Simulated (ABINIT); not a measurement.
## Al$_{2}$O$_{3}$: geometry relaxation (part 4 of 4)

The same run, continued: Al$_{2}$O$_{3}$ (R-3c, 10 atoms in the cell); Kohn-Sham DFT of a periodic cell, LDA, PseudoDojo NC SR LDA v0.4.1 standard, no spin polarisation (ABINIT 10.8.3); cutoff 1142.88 eV, 4×4×4 k-mesh, fermi-dirac of 0.05 eV. The structure derives from an entry of the Crystallography Open Database.

Geometry of the input (Å; fractional positions):
```
2.3803  1.3742  4.3319
-2.3803  1.3742  4.3319
0.0000  -2.7485  4.3319
Al 0.3522  0.3522  0.3522
Al 0.1478  0.1478  0.1478
Al 0.6478  0.6478  0.6478
Al 0.8522  0.8522  0.8522
O  0.5567  0.9433  0.2500
O  0.2500  0.5567  0.9433
O  0.9433  0.2500  0.5567
O  0.4433  0.0567  0.7500
O  0.7500  0.4433  0.0567
O  0.0567  0.7500  0.4433
```

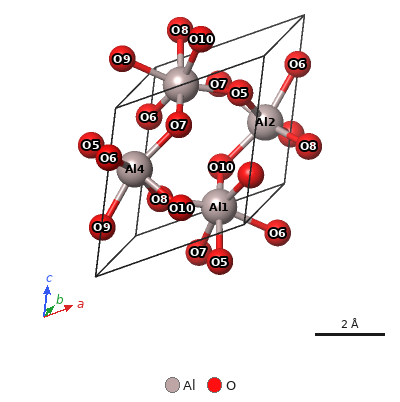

*The geometry at step 2 of the log (ball-and-stick view of the reduced cell, seen slightly off an axis; bonded neighbours outside the cell are drawn too; atoms are numbered from 1 in the order of the input).*

Log, continued
```
 Cartesian coordinates (xcart) [bohr]
 -5.48139010006660E-16 -6.58573798652790E-11  8.55850992773236E+00
  1.39419161713732E-16 -2.77107098909467E-11  3.60114784155181E+00
  4.72486069101279E-16 -1.21278070044107E-10  1.57608056108360E+01
 -7.88321531881370E-17 -1.59425707582308E-10  2.07181676970165E+01
 -1.73015491039198E+00  2.57168018529847E+00  1.41862673974982E+01
 -1.36206291578464E+00 -2.78419819768908E+00  1.41862673974982E+01
  3.09221782617663E+00  2.12518012063117E-01  1.41862673974982E+01
  1.73015491039198E+00 -2.57168018548561E+00  1.01330481410701E+01
  1.36206291578464E+00  2.78419819750194E+00  1.01330481410701E+01
 -3.09221782617663E+00 -2.12518012250253E-01  1.01330481410701E+01
 Reduced coordinates (xred)
  3.51922319283999E-01  3.51922319283999E-01  3.51922319283999E-01
  1.48077680716001E-01  1.48077680716001E-01  1.48077680716001E-01
  6.48077680716001E-01  6.48077680716001E-01  6.48077680716001E-01
  8.51922319283999E-01  8.51922319283999E-01  8.51922319283999E-01
  5.55787397492353E-01  9.44212602507647E-01  2.50000000000000E-01
  2.50000000000000E-01  5.55787397492353E-01  9.44212602507647E-01
  9.44212602507647E-01  2.50000000000000E-01  5.55787397492353E-01
  4.44212602507647E-01  5.57873974923527E-02  7.50000000000000E-01
  7.50000000000000E-01  4.44212602507647E-01  5.57873974923527E-02
  5.57873974923527E-02  7.50000000000000E-01  4.44212602507647E-01
 Cartesian forces (fcart) [Ha/bohr]; max,rms= 6.64199E-05 3.12840E-05 (free atoms)
 -2.83088688879460E-21  2.07333454039929E-21 -6.64199051170073E-05
  1.57057876870600E-20 -8.84959811843370E-21  6.64199051170073E-05
 -1.00170789165413E-20  5.20349939394416E-21  6.64199051170073E-05
 -2.83088688879460E-21 -1.19797629719786E-20 -6.64199051170073E-05
  4.41857864391440E-05  5.13215018658397E-21  3.05045859627555E-21
 -2.20928932195720E-05  3.82660135426395E-05  2.94455592298357E-16
 -2.20928932195720E-05 -3.82660135426395E-05 -2.94455021678182E-16
 -4.41857864391440E-05  3.40075058049766E-21  3.28775877171739E-22
  2.20928932195720E-05 -3.82660135426395E-05 -2.94452213063884E-16
  2.20928932195720E-05  3.82660135426395E-05  2.94457286364251E-16
 Gradient of E wrt nuclear positions in reduced coordinates (gred)
  5.38428876860757E-04  5.38428876860757E-04  5.38428876860757E-04
 -5.38428876860757E-04 -5.38428876860757E-04 -5.38428876860757E-04
 -5.38428876860757E-04 -5.38428876860757E-04 -5.38428876860757E-04
  5.38428876860757E-04  5.38428876860757E-04  5.38428876860757E-04
 -1.96815897604293E-04  1.96815897604292E-04  1.66814284034722E-21
 -2.05522431244017E-20 -1.96815897604293E-04  1.96815897604293E-04
  1.96815897604292E-04 -3.24787469446815E-20 -1.96815897604292E-04
  1.96815897604292E-04 -1.96815897604292E-04  1.48260843341678E-20
 -6.84131335462765E-21  1.96815897604292E-04 -1.96815897604293E-04
 -1.96815897604293E-04 -2.07325569788934E-20  1.96815897604292E-04
 Scale of Primitive Cell (acell) [bohr]
  1.87134995986189E+00  1.87134995986189E+00  1.87134995986189E+00
 Real space primitive translations (rprimd) [bohr]
  4.45428074196127E+00  2.57168018534526E+00  8.10643851285612E+00
 -4.45428074196127E+00  2.57168018534526E+00  8.10643851285612E+00
  0.00000000000000E+00 -5.14336037087765E+00  8.10643851285612E+00
 Unitary Cell Volume (ucvol) [Bohr^3]=  5.57154814912540E+02
 Angles (23,13,12)= [degrees]
  5.52866708037599E+01  5.52866708037599E+01  5.52866708040645E+01
 Lengths [Bohr]
  9.60044276409278E+00  9.60044276409278E+00  9.60044276413497E+00
 Stress tensor in cartesian coordinates (strten) [Ha/bohr^3]
 -6.92630910147877E-06  0.00000000000000E+00  0.00000000000000E+00
  0.00000000000000E+00 -6.92630905412342E-06  4.74824206422781E-14
  0.00000000000000E+00  4.74824206422781E-14  1.37443014073049E-05
 Total energy (etotal) [Ha]= -1.09205354844069E+02

 Difference of energy with previous step (new-old):
           Absolute (Ha)=-7.74934E-06
           Relative     =-7.09612E-08

 At Broyd/MD step   5, gradients are converged :
  max grad (force/stress) = 6.6420E-05 < tolmxf= 5.0000E-04 ha/bohr (free atoms)

================================================================================

 ----iterations are completed or convergence reached----

 Mean square residual over all n,k,spin=   11.152E-09; max=  23.631E-07
 reduced coordinates (array xred) for   10 atoms
       0.351922319284      0.351922319284      0.351922319284
       0.148077680716      0.148077680716      0.148077680716
       0.648077680716      0.648077680716      0.648077680716
       0.851922319284      0.851922319284      0.851922319284
       0.555787397492      0.944212602508      0.250000000000
       0.250000000000      0.555787397492      0.944212602508
       0.944212602508      0.250000000000      0.555787397492
       0.444212602508      0.055787397492      0.750000000000
       0.750000000000      0.444212602508      0.055787397492
       0.055787397492      0.750000000000      0.444212602508
 rms dE/dt=  3.6257E-04; max dE/dt=  5.3843E-04; dE/dt below (all hartree)
    1       0.000538428877      0.000538428877      0.000538428877
    2      -0.000538428877     -0.000538428877     -0.000538428877
    3      -0.000538428877     -0.000538428877     -0.000538428877
    4       0.000538428877      0.000538428877      0.000538428877
    5      -0.000196815898      0.000196815898     -0.000000000000
    6      -0.000000000000     -0.000196815898      0.000196815898
    7       0.000196815898     -0.000000000000     -0.000196815898
    8       0.000196815898     -0.000196815898      0.000000000000
    9       0.000000000000      0.000196815898     -0.000196815898
   10      -0.000196815898      0.000000000000      0.000196815898

 cartesian coordinates (angstrom) at end:
    1     -0.00000000000000    -0.00000000003485     4.52896840997054
    2      0.00000000000000    -0.00000000001466     1.90564536954893
    3      0.00000000000000    -0.00000000006418     8.34025914906841
    4     -0.00000000000000    -0.00000000008436    10.96358218949002
    5     -0.91555854929023     1.36087454686752     7.50704940943939
    6     -0.72077265436034    -1.47333423585474     7.50704940943939
    7      1.63633120365058     0.11245968881392     7.50704940943939
    8      0.91555854929023    -1.36087454696655     5.36217814959956
    9      0.72077265436034     1.47333423575571     5.36217814959956
   10     -1.63633120365058    -0.11245968891294     5.36217814959956

 cartesian forces (hartree/bohr) at end:
    1     -0.00000000000000     0.00000000000000    -0.00006641990512
    2      0.00000000000000    -0.00000000000000     0.00006641990512
    3     -0.00000000000000     0.00000000000000     0.00006641990512
    4     -0.00000000000000    -0.00000000000000    -0.00006641990512
    5      0.00004418578644     0.00000000000000     0.00000000000000
    6     -0.00002209289322     0.00003826601354     0.00000000000000
    7     -0.00002209289322    -0.00003826601354    -0.00000000000000
    8     -0.00004418578644     0.00000000000000     0.00000000000000
    9      0.00002209289322    -0.00003826601354    -0.00000000000000
   10      0.00002209289322     0.00003826601354     0.00000000000000
 frms,max,avg= 3.1284031E-05 6.6419905E-05   0.000E+00  0.000E+00  0.000E+00 h/b

 cartesian forces (eV/Angstrom) at end:
    1     -0.00000000000000     0.00000000000000    -0.00341544884501
    2      0.00000000000000    -0.00000000000000     0.00341544884501
    3     -0.00000000000000     0.00000000000000     0.00341544884501
    4     -0.00000000000000    -0.00000000000000    -0.00341544884501
    5      0.00227212449331     0.00000000000000     0.00000000000000
    6     -0.00113606224665     0.00196771753177     0.00000000000002
    7     -0.00113606224665    -0.00196771753177    -0.00000000000002
    8     -0.00227212449331     0.00000000000000     0.00000000000000
    9      0.00113606224665    -0.00196771753177    -0.00000000000002
   10      0.00113606224665     0.00196771753177     0.00000000000002
 frms,max,avg= 1.6086895E-03 3.4154488E-03   0.000E+00  0.000E+00  0.000E+00 e/A
 length scales=  1.871349959862  1.871349959862  1.871349959862 bohr
              =  0.990275751711  0.990275751711  0.990275751711 angstroms
 Fermi (or HOMO) energy (hartree) =   0.33555   Average Vxc (hartree)=  -0.44231
 Eigenvalues (hartree) for nkpt=  13  k points:
 kpt#   1, nband= 30, wtk=  0.01563, kpt=  0.0000  0.0000  0.0000 (reduced coord)
  -0.49275   -0.39922   -0.38740   -0.38740   -0.37454   -0.37454   -0.04970   -0.01176
   0.00070    0.00070    0.04267    0.04527    0.04527    0.08492    0.10152    0.15800
   0.15800    0.16256    0.16256    0.19302    0.19302    0.21076    0.21076    0.21174
   0.45439    0.55096    0.61261    0.64024    0.64024    0.64120
      occupation numbers for kpt#   1
   2.00000    2.00000    2.00000    2.00000    2.00000    2.00000    2.00000    2.00000
   2.00000    2.00000    2.00000    2.00000    2.00000    2.00000    2.00000    2.00000
   2.00000    2.00000    2.00000    2.00000    2.00000    2.00000    2.00000    2.00000
   0.00000    0.00000    0.00000    0.00000    0.00000    0.00000
 prteigrs : prtvol=0 or 1, do not print more k-points.

 Fermi (or HOMO) energy (eV) =   9.13088   Average Vxc (eV)= -12.03590
 Eigenvalues (   eV  ) for nkpt=  13  k points:
 kpt#   1, nband= 30, wtk=  0.01563, kpt=  0.0000  0.0000  0.0000 (reduced coord)
 -13.40843  -10.86323  -10.54159  -10.54159  -10.19167  -10.19167   -1.35251   -0.32008
   0.01901    0.01901    1.16121    1.23198    1.23198    2.31073    2.76247    4.29940
   4.29940    4.42349    4.42349    5.25225    5.25225    5.73499    5.73499    5.76167
  12.36447   14.99226   16.67003   17.42172   17.42172   17.44804
 prteigrs : prtvol=0 or 1, do not print more k-points.

--- !EnergyTerms
iteration_state     : {dtset: 1, itime: 5, icycle: 1, }
comment             : Components of total free energy in Hartree
kinetic             :  7.22986496624466E+01
hartree             :  2.60061671916107E+01
xc                  : -3.00257469096540E+01
Ewald energy        : -8.89423367130199E+01
psp_core            :  3.44186540926759E+00
local_psp           : -7.67198591270085E+01
non_local_psp       : -1.52640943577118E+01
internal            : -1.09205354844069E+02
'-kT*entropy'       :  3.75884612436872E-15
total_energy        : -1.09205354844069E+02
total_energy_eV     : -2.97162909079138E+03
band_energy         : -1.04675118859145E+00
...

 rms coord change=  5.8420E-04   atom, delta coord (reduced):
     1       -0.000237680716     -0.000237680716     -0.000237680716
     2        0.000237680716      0.000237680716      0.000237680716
     3        0.000237680716      0.000237680716      0.000237680716
     4       -0.000237680716     -0.000237680716     -0.000237680716
     5       -0.000892602508      0.000892602508      0.000000000000
     6       -0.000000000000     -0.000892602508      0.000892602508
     7        0.000892602508      0.000000000000     -0.000892602508
     8        0.000892602508     -0.000892602508      0.000000000000
     9        0.000000000000      0.000892602508     -0.000892602508
    10       -0.000892602508      0.000000000000      0.000892602508

 Cartesian components of stress tensor (hartree/bohr^3)
  sigma(1 1)= -6.92630910E-06  sigma(3 2)=  4.74824206E-14
  sigma(2 2)= -6.92630905E-06  sigma(3 1)=  0.00000000E+00
  sigma(3 3)=  1.37443014E-05  sigma(2 1)=  0.00000000E+00

-Cartesian components of stress tensor (GPa)         [Pressure=  1.0623E-03 GPa]
- sigma(1 1)= -2.03779049E-01  sigma(3 2)=  1.39698105E-09
- sigma(2 2)= -2.03779048E-01  sigma(3 1)=  0.00000000E+00
- sigma(3 3)=  4.04371308E-01  sigma(2 1)=  0.00000000E+00

== END DATASET(S) ==============================================================
================================================================================

 -outvars: echo values of variables after computation  --------
            acell      1.8713499599E+00  1.8713499599E+00  1.8713499599E+00 Bohr
           etotal     -1.0920535484E+02
            fcart     -2.8308868888E-21  2.0733345404E-21 -6.6419905117E-05
                       1.5705787687E-20 -8.8495981184E-21  6.6419905117E-05
                      -1.0017078917E-20  5.2034993939E-21  6.6419905117E-05
                      -2.8308868888E-21 -1.1979762972E-20 -6.6419905117E-05
                       4.4185786439E-05  5.1321501866E-21  3.0504585963E-21
                      -2.2092893220E-05  3.8266013543E-05  2.9445559230E-16
                      -2.2092893220E-05 -3.8266013543E-05 -2.9445502168E-16
                      -4.4185786439E-05  3.4007505805E-21  3.2877587717E-22
                       2.2092893220E-05 -3.8266013543E-05 -2.9445221306E-16
                       2.2092893220E-05  3.8266013543E-05  2.9445728636E-16
            rprim      2.3802500000E+00  1.3742379782E+00  4.3318666667E+00
                      -2.3802500000E+00  1.3742379782E+00  4.3318666667E+00
                       0.0000000000E+00 -2.7484759565E+00  4.3318666667E+00
           strten     -6.9263091015E-06 -6.9263090541E-06  1.3744301407E-05
                       4.7482420642E-14  0.0000000000E+00  0.0000000000E+00
           xangst     -2.9006267231E-16 -3.4850224571E-11  4.5289684100E+00
                       7.3777443092E-17 -1.4663876162E-11  1.9056453695E+00
                       2.5002886007E-16 -6.4177590806E-11  8.3402591491E+00
                      -4.1716178925E-17 -8.4364451227E-11  1.0963582189E+01
                      -9.1555854929E-01  1.3608745469E+00  7.5070494094E+00
                      -7.2077265436E-01 -1.4733342359E+00  7.5070494094E+00
                       1.6363312037E+00  1.1245968881E-01  7.5070494094E+00
                       9.1555854929E-01 -1.3608745470E+00  5.3621781496E+00
                       7.2077265436E-01  1.4733342358E+00  5.3621781496E+00
                      -1.6363312037E+00 -1.1245968891E-01  5.3621781496E+00
             xred      3.5192231928E-01  3.5192231928E-01  3.5192231928E-01
                       1.4807768072E-01  1.4807768072E-01  1.4807768072E-01
                       6.4807768072E-01  6.4807768072E-01  6.4807768072E-01
                       8.5192231928E-01  8.5192231928E-01  8.5192231928E-01
                       5.5578739749E-01  9.4421260251E-01  2.5000000000E-01
                       2.5000000000E-01  5.5578739749E-01  9.4421260251E-01
                       9.4421260251E-01  2.5000000000E-01  5.5578739749E-01
                       4.4421260251E-01  5.5787397492E-02  7.5000000000E-01
                       7.5000000000E-01  4.4421260251E-01  5.5787397492E-02
                       5.5787397492E-02  7.5000000000E-01  4.4421260251E-01
 Calculation completed.
```

Trajectory as extended XYZ (Å, eV, eV/Å), 5 frames, from step=0 to step=4
```
10
Lattice="2.3803 1.3742 4.3319 -2.3803 1.3742 4.3319 0.0000 -2.7485 4.3319" Properties=species:S:1:pos:R:3:forces:R:3 step=0 energy=-2971.57048
Al    0.0000    0.0000    4.5765    0.0000   0.0000  -0.0542
Al    0.0000    0.0000    1.9213    0.0000   0.0000   0.0542
Al    0.0000    0.0000    8.4191    0.0000   0.0000   0.0542
Al    0.0000    0.0000   11.0743    0.0000   0.0000  -0.0542
O    -0.9203    1.3742    7.5808   -0.1342   0.0000   0.0000
O    -0.7300   -1.4841    7.5808    0.0671  -0.1162   0.0000
O     1.6503    0.1099    7.5808    0.0671   0.1162   0.0000
O     0.9203   -1.3742    5.4148    0.1342   0.0000   0.0000
O     0.7300    1.4841    5.4148   -0.0671   0.1162   0.0000
O    -1.6503   -0.1099    5.4148   -0.0671  -0.1162   0.0000
10
Lattice="2.3628 1.3642 4.3001 -2.3628 1.3642 4.3001 0.0000 -2.7283 4.3001" Properties=species:S:1:pos:R:3:forces:R:3 step=1 energy=-2971.62460
Al    0.0000    0.0000    4.5424    0.0000   0.0000  -0.0567
Al    0.0000    0.0000    1.9077    0.0000   0.0000   0.0567
Al    0.0000    0.0000    8.3579    0.0000   0.0000   0.0567
Al    0.0000    0.0000   10.9925    0.0000   0.0000  -0.0567
O    -0.9149    1.3642    7.5251   -0.0812   0.0000   0.0000
O    -0.7239   -1.4744    7.5251    0.0406  -0.0703   0.0000
O     1.6389    0.1103    7.5251    0.0406   0.0703   0.0000
O     0.9149   -1.3642    5.3751    0.0812   0.0000   0.0000
O     0.7239    1.4744    5.3751   -0.0406   0.0703   0.0000
O    -1.6389   -0.1103    5.3751   -0.0406  -0.0703   0.0000
10
Lattice="2.3567 1.3607 4.2891 -2.3567 1.3607 4.2891 0.0000 -2.7213 4.2891" Properties=species:S:1:pos:R:3:forces:R:3 step=2 energy=-2971.62870
Al    0.0000    0.0000    4.5300    0.0000   0.0000  -0.0432
Al    0.0000    0.0000    1.9036    0.0000   0.0000   0.0432
Al    0.0000    0.0000    8.3372    0.0000   0.0000   0.0432
Al    0.0000    0.0000   10.9636    0.0000   0.0000  -0.0432
O    -0.9137    1.3607    7.5059   -0.0442   0.0000   0.0000
O    -0.7215   -1.4716    7.5059    0.0221  -0.0383   0.0000
O     1.6352    0.1109    7.5059    0.0221   0.0383   0.0000
O     0.9137   -1.3607    5.3613    0.0442   0.0000   0.0000
O     0.7215    1.4716    5.3613   -0.0221   0.0383   0.0000
O    -1.6352   -0.1109    5.3613   -0.0221  -0.0383   0.0000
10
Lattice="2.3568 1.3607 4.2892 -2.3568 1.3607 4.2892 0.0000 -2.7214 4.2892" Properties=species:S:1:pos:R:3:forces:R:3 step=3 energy=-2971.62888
Al    0.0000    0.0000    4.5297    0.0000   0.0000  -0.0328
Al    0.0000    0.0000    1.9041    0.0000   0.0000   0.0328
Al    0.0000    0.0000    8.3380    0.0000   0.0000   0.0328
Al    0.0000    0.0000   10.9636    0.0000   0.0000  -0.0328
O    -0.9142    1.3607    7.5062   -0.0316   0.0000   0.0000
O    -0.7213   -1.4721    7.5062    0.0158  -0.0274   0.0000
O     1.6355    0.1114    7.5062    0.0158   0.0274   0.0000
O     0.9142   -1.3607    5.3615    0.0316   0.0000   0.0000
O     0.7213    1.4721    5.3615   -0.0158   0.0274   0.0000
O    -1.6355   -0.1114    5.3615   -0.0158  -0.0274   0.0000
10
Lattice="2.3571 1.3609 4.2897 -2.3571 1.3609 4.2897 0.0000 -2.7217 4.2897" Properties=species:S:1:pos:R:3:forces:R:3 step=4 energy=-2971.62909
Al    0.0000    0.0000    4.5290    0.0000   0.0000  -0.0034
Al    0.0000    0.0000    1.9056    0.0000   0.0000   0.0034
Al    0.0000    0.0000    8.3403    0.0000   0.0000   0.0034
Al    0.0000    0.0000   10.9636    0.0000   0.0000  -0.0034
O    -0.9156    1.3609    7.5070    0.0023   0.0000   0.0000
O    -0.7208   -1.4733    7.5070   -0.0011   0.0020   0.0000
O     1.6363    0.1125    7.5070   -0.0011  -0.0020   0.0000
O     0.9156   -1.3609    5.3622   -0.0023   0.0000   0.0000
O     0.7208    1.4733    5.3622    0.0011  -0.0020   0.0000
O    -1.6363   -0.1125    5.3622    0.0011   0.0020   0.0000
```

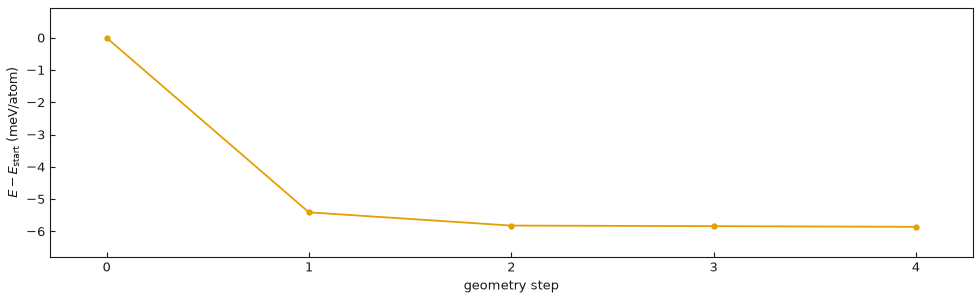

*Progress of the relaxation, step by step (steps are counted from 0).*

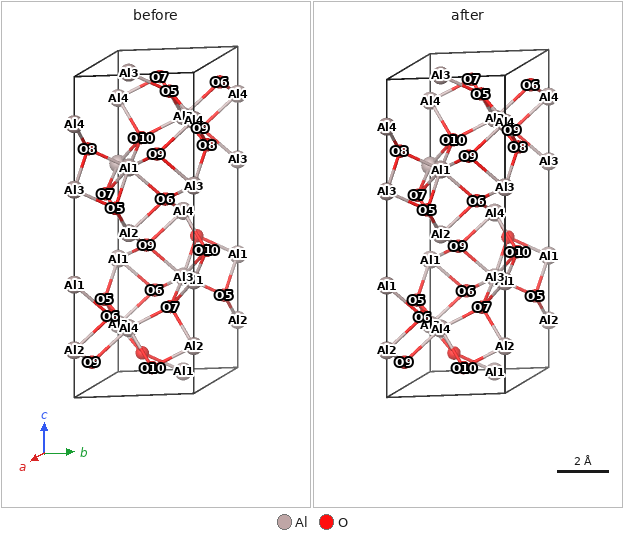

*Before (left) and after (right) the relaxation, at one scale (ball-and-stick view of the cell 3 times as large as that of the calculation, set on its symmetry axes, seen slightly off an axis).*

After 4 geometry steps the energy has fallen by 5.9 meV per atom. The largest force component goes from 0.13 to 0.0034 eV/Å. The largest moves relative to the cell, 0.004 Å, are those of O5, O6, O7, O8, O9 and O10. By element the largest moves are O 0.004 Å, Al 0.003 Å. The drawn cell changes as follows: a = b 4.761 → 4.714 Å (−1.0 %), c 12.996 → 12.869 Å (−1.0 %); the volume changes by −2.9 %. Distances before and after: Al1–O5 1.973 → 1.949 Å, Al1–O10 1.854 → 1.840 Å. The space group stays R-3c (No. 167). (Atoms are counted from 1 in the order of the input.)
